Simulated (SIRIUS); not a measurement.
## Ge: 7 runs along one coordinate

System: Ge (2 atoms in the cell).
Method: Kohn-Sham DFT of a periodic cell, PBE, dojo-sr-pbe-0.4.1-standard, no spin polarisation (SIRIUS 7.10.0).

The 7 runs differ only in the geometry, by an even scaling of the cell at fixed fractional positions. The structure derives from an entry of the Crystallography Open Database.

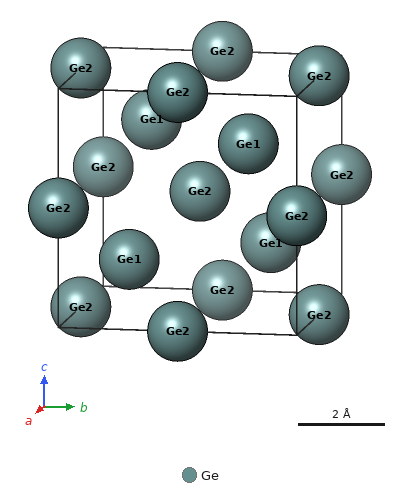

Figure 1. The structure of run 4 (spheres-only view of the cell 4 times as large as that of the calculation, set on its symmetry axes, seen slightly off an axis; atoms are numbered from 1 in the order of the input).

## Input of run 4
```
{
  "control": {
    "processing_unit": "cpu",
    "verbosity": 2,
    "num_bands_to_print": 22,
    "print_forces": true,
    "print_stress": true
  },
  "parameters": {
    "electronic_structure_method": "pseudopotential",
    "xc_functionals": ["XC_GGA_X_PBE", "XC_GGA_C_PBE"],
    "gk_cutoff": 8.9,
    "pw_cutoff": 17.8,
    "ngridk": [8, 8, 8],
    "shiftk": [0, 0, 0],
    "smearing": "fermi_dirac",
    "smearing_width": 0.0018374661,
    "num_bands": 22,
    "num_mag_dims": 0,
    "num_dft_iter": 100,
    "energy_tol": 1e-08,
    "density_tol": 1e-06
  },
  "iterative_solver": {
    "type": "davidson",
    "min_tolerance": 1e-10
  },
  "mixer": {
    "type": "anderson",
    "beta": 0.7,
    "max_history": 8
  },
  "settings": {
    "tol_ne": 1e-10
  },
  "unit_cell": {
    "lattice_vectors": [
      [0.0, 5.345865131215, 5.345865131215],
      [5.345865131215, 0.0, 5.345865131215],
      [5.345865131215, 5.345865131215, 0.0]
    ],
    "atom_coordinate_units": "lattice",
    "atom_types": ["Ge"],
    "atom_files": {
      "Ge": "Ge.json"
    },
    "atoms": {
      "Ge": [
        [0.75, 0.75, 0.75],
        [0.5, 0.5, 0.5]
      ]
    }
  }
}
```

Command:
```bash
upf_to_json Ge.upf
OMP_NUM_THREADS=1 sirius.scf --input=sirius.json --output=out.json --task=0
```

Lattice vectors (Å) and fractional positions of run 4:
```
   0.000000    2.828910    2.828910
   2.828910    0.000000    2.828910
   2.828910    2.828910    0.000000
Ge  0.750000  0.750000  0.750000
Ge  0.500000  0.500000  0.500000
```

Run 2 differs from it as follows:
```diff
-      [0.0, 5.345865131215, 5.345865131215],
-      [5.345865131215, 0.0, 5.345865131215],
-      [5.345865131215, 5.345865131215, 0.0]
+      [0.0, 5.27361485378, 5.27361485378],
+      [5.27361485378, 0.0, 5.27361485378],
+      [5.27361485378, 5.27361485378, 0.0]
```

## Results, with one run withheld

```tsv
run	volume per atom (Å³)	free energy per atom, from the lowest run given (meV)	pressure (GPa)	gap on the mesh (eV)
1	21.281	67.89	9.15	0.38
2	21.733	?	?	?
3	22.186	27.37	5.31	0.22
4	22.639	14.60	3.74	0.03
5	23.092	6.01	2.33	0.00
6	23.545	1.27	1.03	0.00
7	23.997	0.00	−0.13	0.00
```

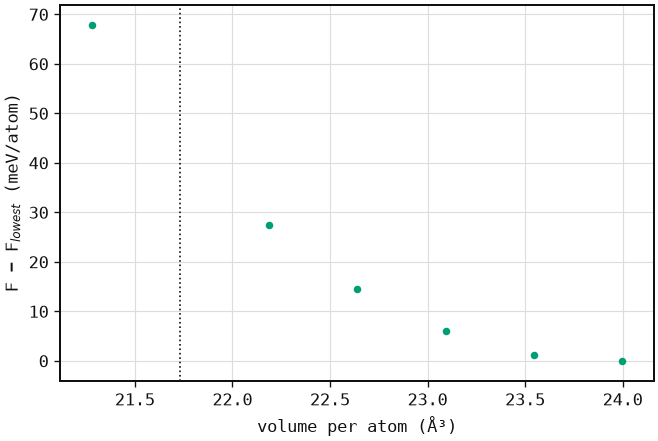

Figure 2. Free energy per atom of the runs given; the dotted line marks run 2.

What should run 2 give?

A cubic polynomial in V^(−2/3) (the Birch–Murnaghan form), fitted to the 6 runs given, misses them by at most 0.03 meV per atom. With x = V^(−2/3) − 0.12451 Å⁻², it reads F = 11.859 + 5736.4 x + 7.0174e+05 x² + 2.2431e+06 x³ (meV per atom). At run 2 it gives 45.00 meV per atom, and the run itself gives 44.92. The slope of the fit gives a pressure −dF/dV of 7.14 GPa there, and the run prints 7.12 GPa. The fit has its minimum at 23.955 Å³ per atom, where V d²F/dV² gives 58 GPa: the bulk modulus at this level, since symmetry fixes the shape and the positions. The gap on the mesh lies between 0.00 eV (run 6) and 0.38 eV (run 1); run 2 has 0.31 eV. These are gaps of this functional on this mesh, which can miss the band edges; they aren't the measured gap.

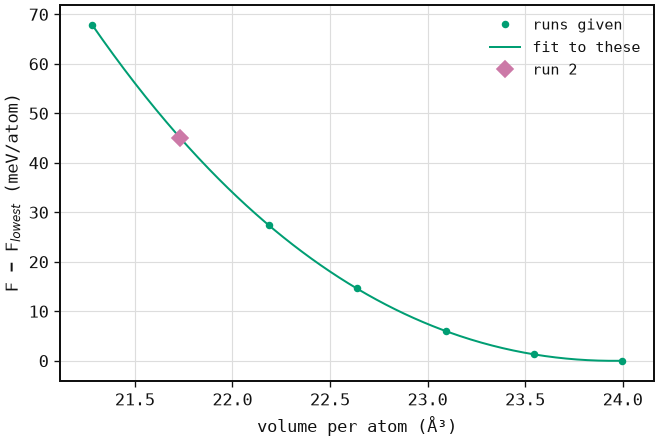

Figure 3. The fit and the withheld run.

## Some lines of the output (run 2)
```
[...]
[find] Free energy (E-TS)             :    -178.63911936 (Ha),    -357.27823871 (Ry)
[find] band gap (eV)                  :       0.30925348
[find] Efermi                         :       0.37829085
[find] band gap (eV)                  :       0.30925559
[find] Efermi                         :       0.37829060
[find] band gap (eV)                  :       0.30925511
[find] Efermi                         :       0.37829055
[find] band gap (eV)                  :       0.30925487
[find] band gap (eV)                  :       0.30925462
[find] Efermi                         :       0.37829057
[find] band gap (eV)                  :       0.30925450
[find] band gap (eV)                  :       0.30925455
[find] Efermi                         :       0.37829059
[find] band gap (eV)                  :       0.30925457
```
